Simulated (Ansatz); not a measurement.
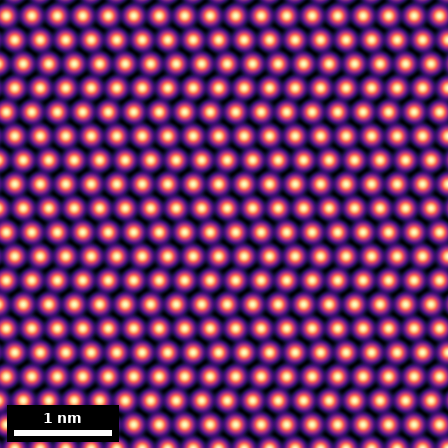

iDPC-like image of Ge (P6_3/mmc, No. 194) along [100]. Simulated as the projected potential of neutral atoms (B = 0.3 Å²) blurred by a 1.04 Å probe, the thin-sample limit of integrated differential phase contrast. The display is stretched by a gamma of 0.65; percentages refer to the linear signal.

One planar defect was built into the perfect crystal by geometry alone, without relaxation. Host structure: a calculation's starting geometry; the starting structure was generated, so it need not be a known form of this composition.

Q: Find the planar defect and say what kind it is.

A planar fault (a stacking fault) runs horizontally about 20 Å below the top edge. The part above it is shifted along the boundary by 1/3 of the 2.62 Å repeat of the rows (0.9 Å to the right, the same as 1.7 Å to the left); both parts keep the same orientation.
